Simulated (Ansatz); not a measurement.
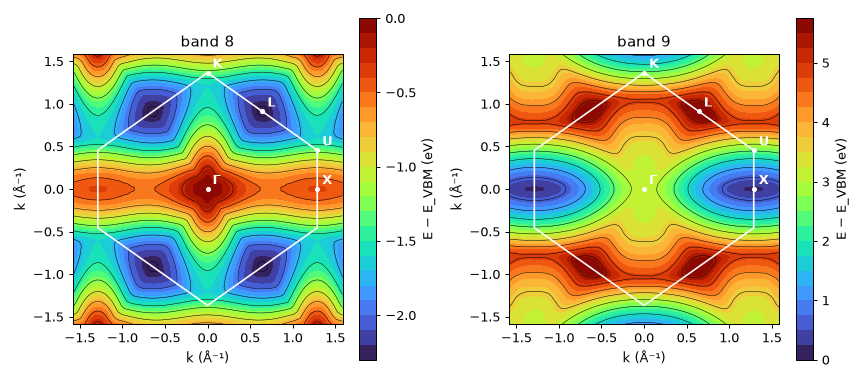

Two bands of YN (Fm-3m) over the plane through Γ, X and L: the highest mostly filled and the lowest mostly empty one.

Theory: Ansatz, DFT PBE, scalar-relativistic, plane waves, PAW; levels and slopes on a dense k mesh at the converged density. No spin polarisation. The levels come from a k mesh of 34×34×34 points. Unrelaxed database geometry.

### Give both levels and their distance at the named points.

```
point  lower band (eV)  upper band (eV)  distance (eV)
    Γ             0.00             3.16           3.16
    X            −0.38             0.18           0.56
    L            −2.27             5.74           8.00
```

### Where are the band edges of the whole zone?

The valence band has one maximum at Γ, three bands meeting there, with masses of 0.17 and 1.02 mₑ among them, each the same along x, y and z; the conduction band has three equivalent minima at X, principal masses 0.10, 0.10 and 1.29 mₑ. The gap is indirect, 0.18 eV at this level of theory (semilocal functionals give gaps that are too small, and can reorder valleys that lie close).

Spin-orbit coupling, left out here, can change the gap, its kind, the place of the band edges and the masses, since the compound holds Y.
